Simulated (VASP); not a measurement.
# B12N11: a changed input and its effect

System: B12N11 (defect cell, 23 atoms in the cell).
Method of run 1: Kohn-Sham DFT of a periodic cell, PBEsol, VASP PAW PBE potentials, recommended, spin-polarised (VASP 6.6.1).

The structure derives from an entry of the Crystallography Open Database. 

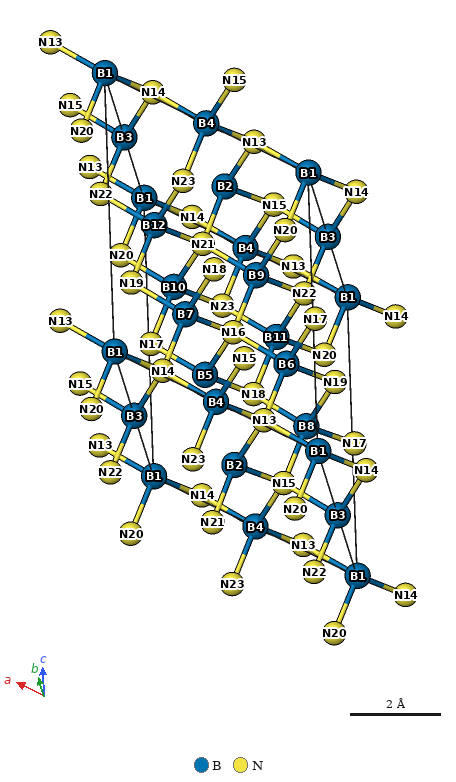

The structure (ball-and-stick view of the reduced cell, seen at an oblique angle; bonded neighbours outside the cell are drawn too; atoms are numbered from 1 in the order of the input). An atom can appear more than once, as a periodic image. Near neighbours in the periodic cell (some may lie outside the picture): B has 3 N at 1.56 to 1.59 Å; B has 4 N at 1.55 to 1.58 Å; N has 4 B at 1.55 to 1.59 Å.

### INCAR, run 1
```
PREC = Accurate
ENCUT = 450
EDIFF = 1E-5
ISMEAR = 0
SIGMA = 0.03
LREAL = Auto
LASPH = T
NELM = 120
ALGO = Normal
ISIF = 2
LWAVE = F
LCHARG = F
ISPIN = 2
MAGMOM = 0.5 0.5 0.5 0 0.5 0 0 0 0 0 0 0 0 0 0 0 0 0 0 0 0 0 0
LORBIT = 11
GGA = PS
NELECT = 92.0
ISYM = 0
KPAR = 4
```

### KPOINTS, run 1
```
Automatic mesh
0
Gamma
  3 4 4
```

### POSCAR, run 1
```
B12N11                                  
1.0
    0.0000000000      5.4225000000      5.4225000000
    3.6150000000      0.0000000000      3.6150000000
    3.6150000000      3.6150000000      0.0000000000
  B               N             
    12    11
Direct
     0.0011296110834554    0.0021643106730427    0.0026174357682369
     0.9957010413719681    0.0061610616780646    0.4982210757495617
     0.9960208789962517    0.4992469435231180    0.0054594182385940
     0.0003208609593543    0.5005232578811731    0.5002966394570185
     0.3387699634709734    0.9952637512979219    0.9940303314179073
     0.3300744423734143    0.0032915697512867    0.4996538755188520
     0.3300943288441615    0.5003846056458813    0.0027033183126471
     0.3304584476592152    0.5010795448440201    0.5003196946485066
     0.6631053002351327    0.0027724513395237    0.0017824891141234
     0.6667264779283327    0.0022027275974605    0.4979735623226961
     0.6666909494872979    0.4988426559957656    0.0014371728437474
     0.6648093294785575    0.5012583977330077    0.5003475027181579
     0.0824117544240813    0.1278056101071922    0.6248645976795300
     0.0824812805056113    0.6252862280172419    0.1274654307328081
     0.0815037169027632    0.6262414359944763    0.6257442488771092
     0.4141545975211736    0.1265352574729051    0.1257182484559849
     0.4178728898357919    0.1255596147583595    0.6209485048517216
     0.4178939775436342    0.6218814790618660    0.1247241114635518
     0.4140910583308696    0.6265852043844440    0.6258835755544468
     0.7513843876169374    0.1250739827638059    0.1243685882071284
     0.7462546063419894    0.1275286941941607    0.6277758998735585
     0.7462725356949095    0.6287226262536670    0.1265544229429259
     0.7490445633941401    0.6259195890316166    0.6251908552512158
```

Command:
```bash
cat potpaw_PBE.64/B/POTCAR potpaw_PBE.64/N/POTCAR > POTCAR
mpirun -np 4 vasp_std > vasp.out
```

Hardware: 4 threads of Intel Xeon @ 2.50GHz (Skylake/Cascade Lake), 96 GiB of memory available, shared host.

### OSZICAR and lines of OUTCAR (run 1)
```
N       E                     dE             d eps       ncg     rms          rms(c)
DAV:   1     0.353555382559E+03    0.35356E+03   -0.45711E+04  6136   0.136E+03
DAV:   2    -0.180847300679E+03   -0.53440E+03   -0.51993E+03  7820   0.303E+02
DAV:   3    -0.203034125824E+03   -0.22187E+02   -0.21980E+02  7640   0.655E+01
DAV:   4    -0.203287536292E+03   -0.25341E+00   -0.25265E+00  7616   0.707E+00
DAV:   5    -0.203291217085E+03   -0.36808E-02   -0.36762E-02  7616   0.772E-01    0.218E+01
DAV:   6    -0.194012446547E+03    0.92788E+01   -0.30299E+01  7096   0.197E+01    0.107E+01
DAV:   7    -0.193182644154E+03    0.82980E+00   -0.15141E+00  7480   0.519E+00    0.633E+00
DAV:   8    -0.192943010085E+03    0.23963E+00   -0.50779E-01  7128   0.279E+00    0.100E+00
DAV:   9    -0.192947934440E+03   -0.49244E-02   -0.25534E-02  7264   0.808E-01    0.410E-01
DAV:  10    -0.192947774656E+03    0.15978E-03   -0.48410E-03  7512   0.276E-01    0.202E-01
DAV:  11    -0.192947817964E+03   -0.43308E-04   -0.46064E-04  7328   0.102E-01    0.655E-02
DAV:  12    -0.192947849372E+03   -0.31407E-04   -0.15168E-04  7464   0.526E-02    0.262E-02
DAV:  13    -0.192947854156E+03   -0.47842E-05   -0.22074E-05  5408   0.245E-02
   1 F= -.19294785E+03 E0= -.19294737E+03  d E =-.964606E-03  mag=     0.8520
[... from OUTCAR:]
  free energy    TOTEN  =      -192.94785416 eV
  energy without entropy =     -192.94688955  energy(sigma->0) =     -192.94737185
 E-fermi :  11.2716     XC(G=0): -12.8707     alpha+bet :-16.1805
  free  energy   TOTEN  =      -192.9478541558 eV
  energy  without entropy=     -192.9468895495  energy(sigma->0) =     -192.94737185
```

For run 2 the input was changed thus:
```diff
-MAGMOM = 0.5 0.5 0.5 0 0.5 0 0 0 0 0 0 0 0 0 0 0 0 0 0 0 0 0 0
+MAGMOM = -0.6 0.6 -0.6 0 -0.6 0 0 0 0 0 0 0 0 0 0 0 0 0 0 0 0 0 0
+NUPDOWN = 0
```

What does this change do to the results?

The total moment is fixed by the input in run 2, so the state need not be the lowest. With the same functional and potentials, run 2 lies 2.7 meV per atom higher. The net moment of the cell goes from 0.85 to 0.00 μB. The largest force goes from 0.410 to 0.530 eV/Å. The number of SCF iterations is the same.

### OSZICAR and lines of OUTCAR (run 2)
```
N       E                     dE             d eps       ncg     rms          rms(c)
DAV:   1     0.353614721488E+03    0.35361E+03   -0.45406E+04  6136   0.136E+03
DAV:   2    -0.180843765528E+03   -0.53446E+03   -0.52009E+03  7828   0.303E+02
DAV:   3    -0.202923842963E+03   -0.22080E+02   -0.21906E+02  7632   0.655E+01
DAV:   4    -0.203175025566E+03   -0.25118E+00   -0.25014E+00  7592   0.706E+00
DAV:   5    -0.203178681361E+03   -0.36558E-02   -0.36512E-02  7608   0.774E-01    0.219E+01
DAV:   6    -0.193919709341E+03    0.92590E+01   -0.30190E+01  7104   0.197E+01    0.107E+01
DAV:   7    -0.193117526436E+03    0.80218E+00   -0.15717E+00  7360   0.520E+00    0.634E+00
DAV:   8    -0.192875595220E+03    0.24193E+00   -0.53007E-01  7144   0.281E+00    0.126E+00
DAV:   9    -0.192886966136E+03   -0.11371E-01   -0.23960E-02  7288   0.857E-01    0.403E-01
DAV:  10    -0.192886468687E+03    0.49745E-03   -0.57557E-03  7368   0.285E-01    0.196E-01
DAV:  11    -0.192886487855E+03   -0.19168E-04   -0.56408E-04  7392   0.102E-01    0.709E-02
DAV:  12    -0.192886511892E+03   -0.24037E-04   -0.10081E-04  7352   0.485E-02    0.231E-02
DAV:  13    -0.192886517419E+03   -0.55268E-05   -0.11600E-05  4656   0.186E-02
   1 F= -.19288652E+03 E0= -.19288482E+03  d E =-.339004E-02  mag=     0.0001
[... from OUTCAR:]
  free energy    TOTEN  =      -192.88651742 eV
  energy without entropy =     -192.88312737  energy(sigma->0) =     -192.88482240
 E-fermi :  11.3903     XC(G=0): -12.8756     alpha+bet :-16.1805
  free  energy   TOTEN  =      -192.8865174191 eV
  energy  without entropy=     -192.8831273749  energy(sigma->0) =     -192.88482240
```

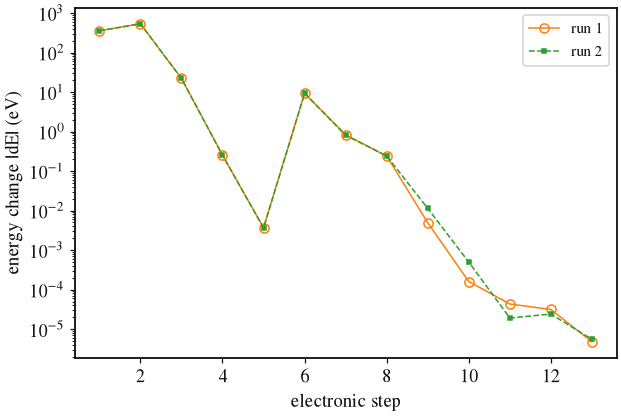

Convergence of the two runs: energy change |dE| against the electronic step. Run 1 takes 13 steps in all, and run 2 takes 13.

### The two runs side by side

```tsv
quantity	run 1	run 2
outcome	converged	converged
free energy per atom (eV)	−8.3890	−8.3864
gap on the mesh (eV)	0.00	0.00
net moment of the cell (μB)	0.85	0.00
largest force (eV/Å)	0.410	0.530
SCF iterations	13	13
irreducible k-points	26	26
plane waves at Γ	3082	3082
```

For both runs: The cell is charged and computed with a neutralising background, so its energy and pressure depend on the cell and aren't those of a real crystal.
